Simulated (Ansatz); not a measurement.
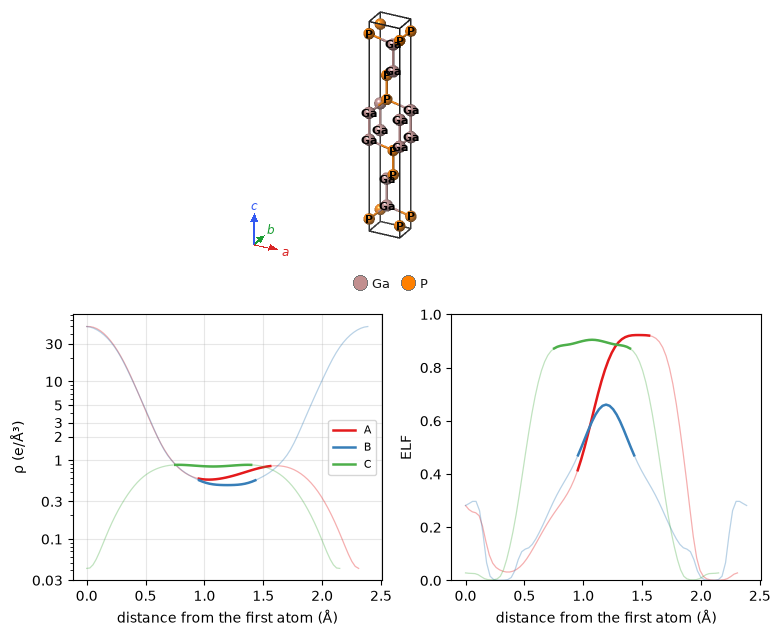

Figure. GaP. Valence electron density and ELF along straight lines between neighbouring atoms. Thin, pale parts lie inside the atomic spheres. The structure is drawn too.

Space group R-3m; a structure from a database of computed crystals, not necessarily the ambient phase; changed on purpose from its base cell (mode 4 frozen in at +0.000 Å, equal normal strain along x, y and z -0.0250); computed pressure about 7 GPa in this cell; PAW files of the earlier set (soft_1).

These are results of Ansatz 0.2.0, DFT PBEsol, scalar-relativistic, plane waves, PAW, not measurements.

In a PAW calculation such maps are meaningful between the atoms, not at the nuclei.

**Which curve belongs to which contact (Ga–Ga, Ga–P and P–P)? The first atom named is at distance zero.**

Curve A: Ga–P (2.31 Å): ρ at the midpoint is about 0.59 e/Å³; the ELF peaks at about 0.90 in the valence shell of P, 0.8 Å from its nucleus, and is about 0.75 at the midpoint. Curve B: Ga–Ga (2.39 Å): the density is about 0.48 e/Å³ at the midpoint; the ELF peaks at about 0.65 between the atoms. Curve C: P–P (2.15 Å): ρ is about 0.83 e/Å³ halfway; the ELF peaks at about 0.90 between the atoms; a shared electron pair.
